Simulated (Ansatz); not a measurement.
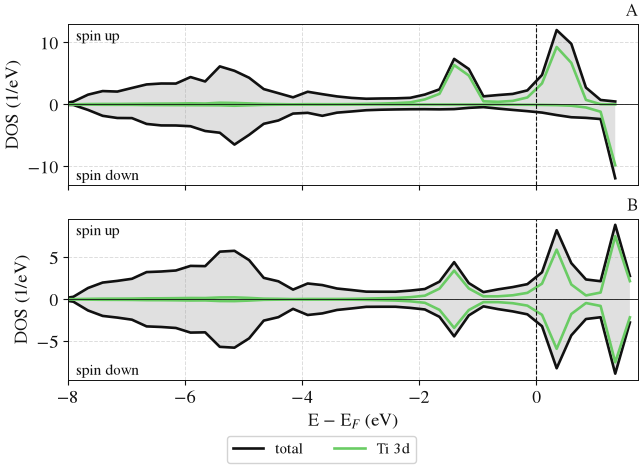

Spin-resolved densities of states of BaTiO₃, space group Pm-3m (No. 221), 10 atoms in the cell, a database entry, rescaled, in two magnetic states on the same cell (spin down negative; each from its own Fermi level). Computed with Ansatz 0.2.0: DFT with r2SCAN, PAW plane waves, spin-polarised, 4×4×6 k mesh, 500 eV cutoff, Gaussian smearing of 0.071 eV.

Which panel is which state: antiferromagnetic and ferromagnetic?

Answer. A is ferromagnetic (net moment 5.0 μB, local moments 5.0 μB in all, metal); B is antiferromagnetic (net moment 0.0 μB, local moments 4.3 μB in all, metal). Unequal spin channels mark a net moment; equal ones mean that moments cancel or are absent.

Which of these states is lowest in energy?

Answer. The two lowest lie within 1 meV an atom, the ferromagnetic one lower, which is too close to call at this level.

Ba sits on the octahedral site here and Ti on the 12-fold one, the reverse of the real perovskite.
